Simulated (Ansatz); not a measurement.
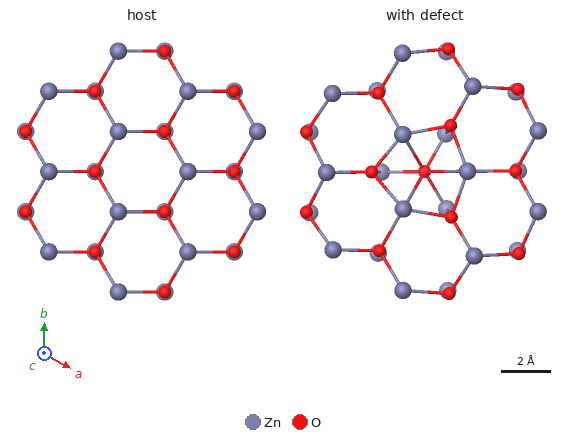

Left: perfect ZnO. Right: the same region with one point defect, after relaxing the atoms in a supercell of 48 sites. Style: ball-and-stick. Shown: the atoms within 6.0 Å of one point, in a slice 3.4 Å thick across the line of sight, along the c axis.

Level of theory: DFT PBE, scalar-relativistic, plane waves, PAW in Ansatz 0.2.0. (plane-wave cutoff 420 eV; k-point mesh 2 × 2 × 2; occupations gaussian; smearing width 0.01 eV; mesh shifted by (0.5, 0.5, 0.5); no spin polarisation) The cell is small and the k-mesh coarse, so the numbers are rough. A uniform background neutralises the charged cell. The axes drawn are those of the host's conventional cell.

What kind of defect was made?

Answer. An extra oxygen atom is put between the host's atoms (an interstitial).

The charge state of the cell is −2.

How does the lattice respond?

Answer. The O atom starts with 3 O at 2.10 Å, 6 Zn at 2.19 to 2.45 Å around its place and ends with 6 Zn at 1.99 to 2.33 Å. Of the host's atoms, an oxygen atom moves furthest from its site, by 0.41 Å. The O atom itself moves 0.12 Å from where it was put.
